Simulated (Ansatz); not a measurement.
# SiC₅: what the fields show

```yaml
crystal:
  lattice:
    - [4.64870, 0.00000, 0.00000]
    - [-2.32435, 4.02589, 0.00000]
    - [0.00000, 0.00000, 7.30897]
  atoms:
    - { symbol: Si, position: [0.00000, 0.00000, 0.75000] }
    - { symbol: Si, position: [0.00000, 0.00000, 0.25000] }
    - { symbol: C, position: [0.61971, 0.00000, 0.75000] }
    - { symbol: C, position: [0.33333, 0.66667, 0.75000] }
    - { symbol: C, position: [0.66667, 0.33333, 0.75000] }
    - { symbol: C, position: [0.00000, 0.61971, 0.75000] }
    - { symbol: C, position: [0.38029, 0.38029, 0.75000] }
    - { symbol: C, position: [0.61971, 0.61971, 0.25000] }
    - { symbol: C, position: [0.66667, 0.33333, 0.25000] }
    - { symbol: C, position: [0.33333, 0.66667, 0.25000] }
    - { symbol: C, position: [0.00000, 0.38029, 0.25000] }
    - { symbol: C, position: [0.38029, 0.00000, 0.25000] }
```

Space group P6₃/mcm; a generated structure, not necessarily the stable one; changed on purpose from its base cell (volume × 0.97, shape and atoms relaxed).

These are results of Ansatz 0.2.0, DFT PBE, scalar-relativistic, plane waves, PAW, not measurements.

Core electrons are frozen (PAW), and the valence fields are smoothed inside the atomic spheres.

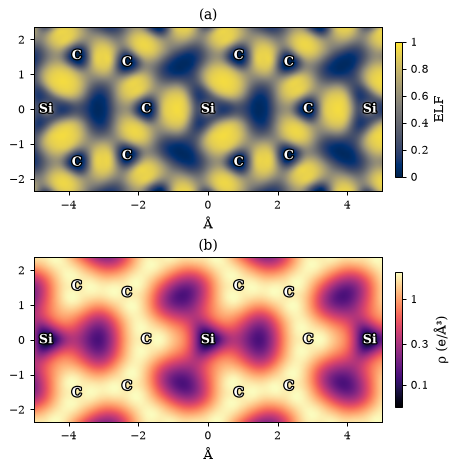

Figure 1. (a) ELF; (b) valence pseudo-density on the (001) plane of the conventional cell.

Interpret the plot.

Answer. Atoms in the plane: Si and C. C–C (1.45 Å): the density is about 1.9 e/Å³ at the midpoint; the ELF peaks at about 0.90 between the atoms. Si–C (1.77 Å): ρ at the midpoint is about 1.1 e/Å³; the ELF peaks at about 0.95 between the atoms. Between the atoms the lowest density in this plane is 0.13 e/Å³.

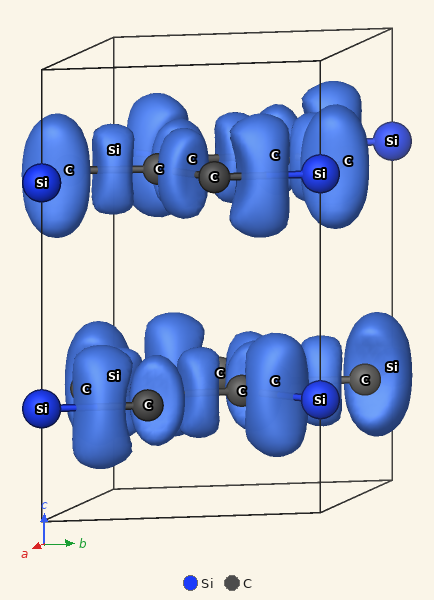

Figure 2. Isosurface of the electron localisation function at 0.75 (blue), seen slightly off an axis. Core shells and regions of very low density are left out. Sticks mark near contacts.

Describe the localisation domains.

Answer. The surface consists of twelve regions between bonded C–C atoms and six regions between bonded C–Si atoms, counted in one cell of 12 atoms. Regions shared between cells count once.

Metal or insulator at this level of theory?

Answer. It is metallic or semimetallic at this level of theory: no gap opens.
